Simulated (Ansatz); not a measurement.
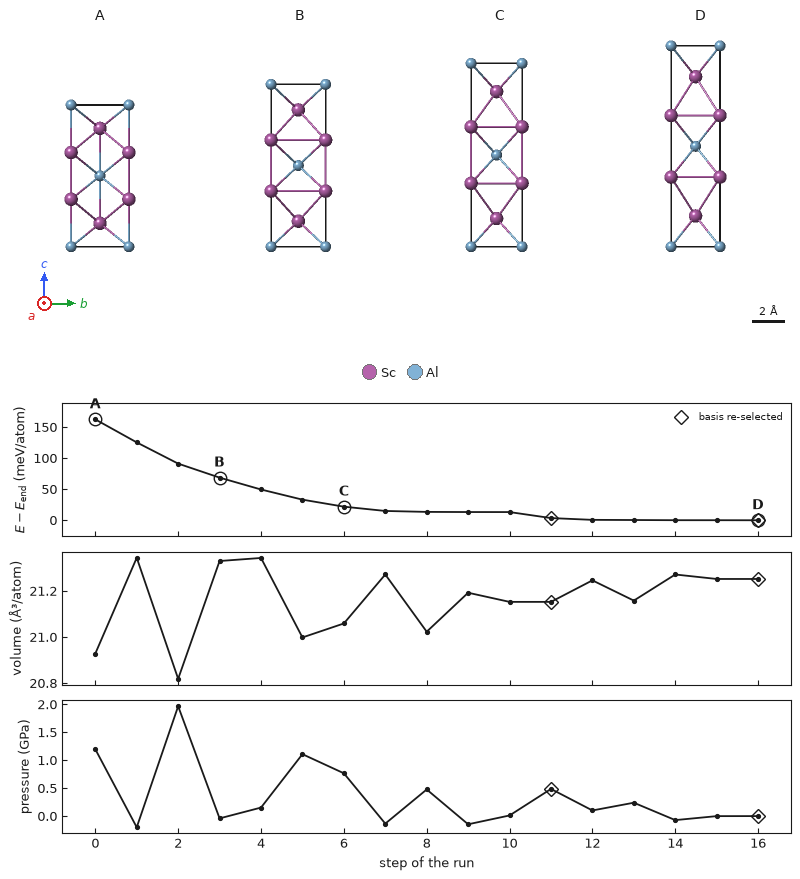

Frames of a relaxation of solid Sc2Al (built on the MoSi2 (C11b) type), marked on the history of the run. The picture is a ball-and-stick view of the conventional cell (2 times the calculation's cell), seen along the a axis. Lengths and directions refer to the drawn axes.

Case: MoSi2 (C11b) type (I4/mmm, No. 139).

Theory: DFT r2SCAN, scalar-relativistic, plane waves, PAW in Ansatz.

Input
```yaml
crystal:
  lattice:
    - [-1.8564911907, 1.8564911907, 4.5542049521]
    - [1.8564911907, -1.8564911907, 4.5542049521]
    - [1.8564911907, 1.8564911907, -4.5542049521]
  atoms:
    - { symbol: Sc, position: [0.665, 0.665, 0.0] }
    - { symbol: Sc, position: [0.335, 0.335, 0.0] }
    - { symbol: Al, position: [0.0, 0.0, 0.0] }
basis:
  ecutwfc: 500
kpoints:
  mp_grid: { grid: [18, 18, 18] }
hamiltonian:
  xc: r2scan
scf:
  occupations: { method: gaussian, width: 0.1 }
output:
  forces: true
  stress: true
  eigenvalues: true
relax:
  adjacent_minimum: "off"
  f_tol: 0.01
  max_steps: 80
  cell: { stress_tol: 0.05 }
```

Launched with:
```bash
ansatz run input.yaml --threads 1 --pin off --max-ram 3072MiB --backend cpu --events-out ev --progress --plain --runs-dir out
```

### What happens along the run?

The largest moves relative to the cell, 0.15 Å, are those of Sc1 and Sc2. Sc2 goes along +c. Al stays in place. Cell: a = b 3.713 → 3.143 Å (−15.3 %), c 9.108 → 12.907 Å (+41.7 %). Volume +1.5 %. Near-neighbour distances that change, for instance: Sc1–Al3 3.051 → 4.475 Å, Sc1–Sc2 3.006 → 3.957 Å, Sc1–Sc1 3.713 → 3.143 Å, Sc1–Sc2 (another image) 3.048 → 3.343 Å. Bonds break, among them: Sc1–Sc2 (3.01 → 3.96 Å). The space group stays I4/mmm (No. 139). After 14 accepted moves (16 points after the start) the energy has fallen by 163 meV per atom. The largest force component goes from 0.24 to 0.0004 eV/Å. The pressure goes from 1.20 to 0.00 GPa. At 2 points the geometry stayed and the basis and grid were re-selected for the new cell (energy shift of 9.7 meV per atom at most each time). Cost: 21 min on 1 thread of Arm Neoverse V1 (shared host), peak memory 0.99 GiB. From step 0 to 3: Sc atoms move most (0.08 Å), volume +1.9 %, energy −93.8 meV per atom. From step 3 to 6: Sc atoms move most (0.04 Å), volume −1.3 %, energy −46.8 meV per atom. From step 6 to 16: volume +0.9 %, energy −21.9 meV per atom.

```csv
step,"E − E(0), meV/atom","largest force component, eV/Å","pressure, GPa","volume, Å³/atom",note
0,0.00,0.2440,1.20,20.928,
1,-37.04,0.0937,-0.20,21.344,
2,-71.25,0.1398,1.97,20.819,
3,-93.81,0.2165,-0.04,21.330,
4,-112.93,0.2045,0.15,21.343,
5,-129.28,0.0921,1.11,20.998,
6,-140.61,0.0011,0.77,21.059,
7,-147.52,0.0316,-0.13,21.272,
8,-149.03,0.0533,0.48,21.023,
9,-149.27,0.0137,-0.15,21.192,
10,-149.31,0.0004,0.01,21.153,
11,-158.97,0.0011,0.49,21.153,"same geometry, new basis"
12,-161.86,0.0173,0.10,21.246,
13,-162.12,0.0614,0.24,21.158,
14,-162.40,0.0011,-0.07,21.272,
15,-162.43,0.0003,0.00,21.252,
16,-162.51,0.0004,0.00,21.252,"same geometry, new basis"
```
